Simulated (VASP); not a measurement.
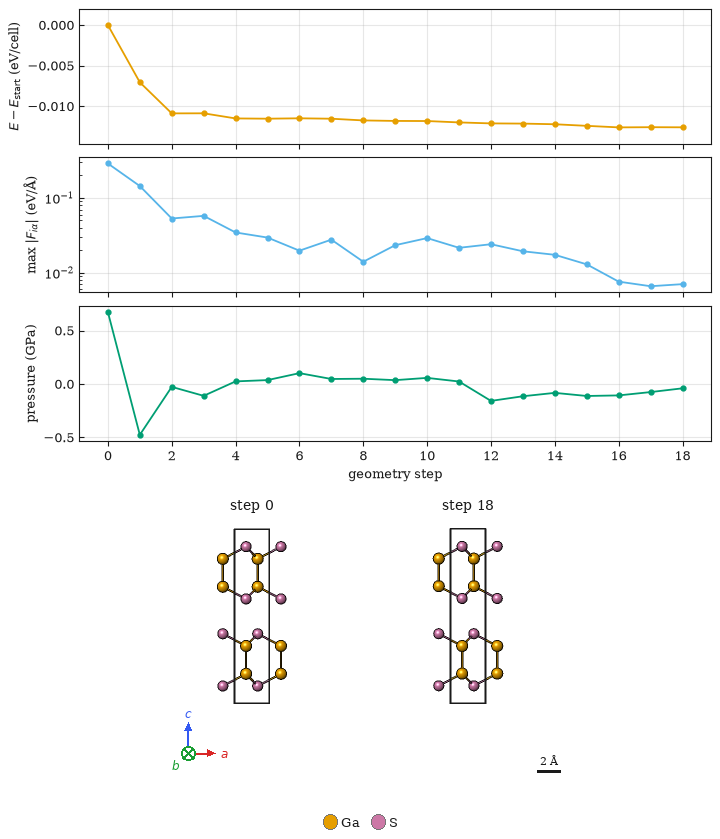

First and last geometry of a relaxation of crystalline GaS (set up in P6_3/mmc), with the history of the run. Style: ball-and-stick. Shown: the cell of the calculation, along the b axis.

The run lets cell and atoms move.

All numbers below come from Kohn-Sham DFT of a periodic cell, rev-vdW-DF2, VASP PAW PBE potentials, recommended in VASP.

Input file:
```
PREC     = Accurate       # precision mode
ENCUT    = 600            # plane-wave cutoff, eV
EDIFF    = 1E-6           # SCF threshold, eV
ISMEAR   = 0              # smearing method
SIGMA    = 0.03           # smearing width, eV
LREAL    = F              # projectors in reciprocal space
LASPH    = T              # aspherical terms in the spheres
NELM     = 80             # most SCF steps
ALGO     = Normal         # electronic algorithm
ISIF     = 3              # what is computed and relaxed
LWAVE    = F              # write WAVECAR
LCHARG   = F              # write CHGCAR
GGA      = MK             # functional
LUSE_VDW = T            
AGGAC    = 0.0          
PARAM1   = 0.1234       
PARAM2   = 0.711357     
ZAB_VDW  = -1.8867      
IBRION   = 2              # ionic algorithm
NSW      = 90             # ionic steps
EDIFFG   = -0.01          # ionic threshold
KPAR     = 2
```

Run as
```bash
cat potpaw_PBE.64/Ga_d/POTCAR potpaw_PBE.64/S/POTCAR > POTCAR
mpirun -np 2 vasp_std > vasp.out
```

Q: Read the history and describe the run.

A: It converged. After 18 geometry steps the energy has fallen by 12.6 meV per cell of the calculation. The largest force component goes from 0.29 to 0.0071 eV/Å. Pressure: 0.67 GPa at the start and −0.04 GPa at the end. The largest moves relative to the cell, 0.017 Å, are those of Ga atoms. Largest moves by element: Ga 0.017 Å, S 0.015 Å. Cell: a = b 3.585 → 3.605 Å (+0.5 %), c 15.500 → 15.546 Å (+0.3 %). Volume +1.4 %. Near-neighbour distances that change, for instance: Ga–Ga 2.480 → 2.453 Å, Ga–S 2.337 → 2.350 Å. The space group stays P6_3/mmc (No. 194).

```json
{"step": "0", "E − E(0), meV/atom": "0.00", "largest force component, eV/Å": "0.2881", "pressure, GPa": "0.67", "volume, Å³/atom": "21.565"}
{"step": "1", "E − E(0), meV/atom": "-0.88", "largest force component, eV/Å": "0.1441", "pressure, GPa": "-0.48", "volume, Å³/atom": "21.849"}
{"step": "2", "E − E(0), meV/atom": "-1.36", "largest force component, eV/Å": "0.0531", "pressure, GPa": "-0.03", "volume, Å³/atom": "21.742"}
{"step": "3", "E − E(0), meV/atom": "-1.36", "largest force component, eV/Å": "0.0576", "pressure, GPa": "-0.11", "volume, Å³/atom": "21.747"}
{"step": "4", "E − E(0), meV/atom": "-1.44", "largest force component, eV/Å": "0.0346", "pressure, GPa": "0.02", "volume, Å³/atom": "21.719"}
{"step": "5", "E − E(0), meV/atom": "-1.44", "largest force component, eV/Å": "0.0296", "pressure, GPa": "0.04", "volume, Å³/atom": "21.713"}
{"step": "6", "E − E(0), meV/atom": "-1.44", "largest force component, eV/Å": "0.0198", "pressure, GPa": "0.10", "volume, Å³/atom": "21.700"}
{"step": "7", "E − E(0), meV/atom": "-1.44", "largest force component, eV/Å": "0.0277", "pressure, GPa": "0.05", "volume, Å³/atom": "21.710"}
{"step": "8", "E − E(0), meV/atom": "-1.47", "largest force component, eV/Å": "0.0141", "pressure, GPa": "0.05", "volume, Å³/atom": "21.725"}
{"step": "9", "E − E(0), meV/atom": "-1.48", "largest force component, eV/Å": "0.0234", "pressure, GPa": "0.04", "volume, Å³/atom": "21.733"}
{"step": "10", "E − E(0), meV/atom": "-1.48", "largest force component, eV/Å": "0.0291", "pressure, GPa": "0.06", "volume, Å³/atom": "21.737"}
{"step": "11", "E − E(0), meV/atom": "-1.50", "largest force component, eV/Å": "0.0216", "pressure, GPa": "0.02", "volume, Å³/atom": "21.763"}
{"step": "12", "E − E(0), meV/atom": "-1.51", "largest force component, eV/Å": "0.0241", "pressure, GPa": "-0.16", "volume, Å³/atom": "21.843"}
{"step": "13", "E − E(0), meV/atom": "-1.52", "largest force component, eV/Å": "0.0194", "pressure, GPa": "-0.11", "volume, Å³/atom": "21.818"}
{"step": "14", "E − E(0), meV/atom": "-1.53", "largest force component, eV/Å": "0.0174", "pressure, GPa": "-0.08", "volume, Å³/atom": "21.824"}
{"step": "15", "E − E(0), meV/atom": "-1.55", "largest force component, eV/Å": "0.0130", "pressure, GPa": "-0.11", "volume, Å³/atom": "21.840"}
{"step": "16", "E − E(0), meV/atom": "-1.57", "largest force component, eV/Å": "0.0076", "pressure, GPa": "-0.11", "volume, Å³/atom": "21.872"}
{"step": "17", "E − E(0), meV/atom": "-1.57", "largest force component, eV/Å": "0.0066", "pressure, GPa": "-0.08", "volume, Å³/atom": "21.864"}
{"step": "18", "E − E(0), meV/atom": "-1.57", "largest force component, eV/Å": "0.0071", "pressure, GPa": "-0.04", "volume, Å³/atom": "21.868"}
```
